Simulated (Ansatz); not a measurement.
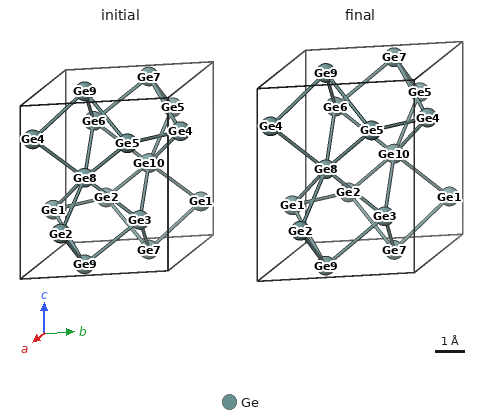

The structure of a crystal of Ge (a generated structure, set up in P6_3/mcm) (coarse preliminary run) before (left) and after (right) a relaxation, at one scale.

The picture is a ball-and-stick view of the cell of the calculation, seen slightly off an axis.

The calculation used DFT PBE, scalar-relativistic, plane waves, PAW (Ansatz 0.2.0). (plane-wave cutoff 420 eV; k-point mesh 6 × 6 × 4; occupations gaussian; smearing width 0.1 eV; no spin polarisation; cell and atoms relaxed; force threshold 0.04 eV/Å; at most 70 steps)

Q: What changed between the two?

A: The largest moves relative to the cell, 0.010 Å, are those of Ge1, Ge2, Ge3, Ge4, Ge5 and Ge6. Ge1 goes along −a. The volume changes by +25.7 %, with a = b 5.397 → 5.734 Å (+6.2 %), c 6.369 → 7.093 Å (+11.4 %). Some distances before and after: Ge1–Ge10 2.538 → 2.753 Å, Ge1–Ge2 2.567 → 2.710 Å. Among the angles between lasting bonds that change: Ge7–Ge1–Ge10 77.7° → 80.2°. The space group stays P6_3/mcm (No. 193). The energy falls by 262 meV per atom in 5 accepted moves (7 points after the start). Largest force component: 0.51 eV/Å at the start, 0.0017 eV/Å at the end. Pressure: 24.33 GPa at the start and 0.06 GPa at the end. At 2 points the geometry stayed and the basis and grid were re-selected for the new cell (energy shift of 4.1 meV per atom at most each time).
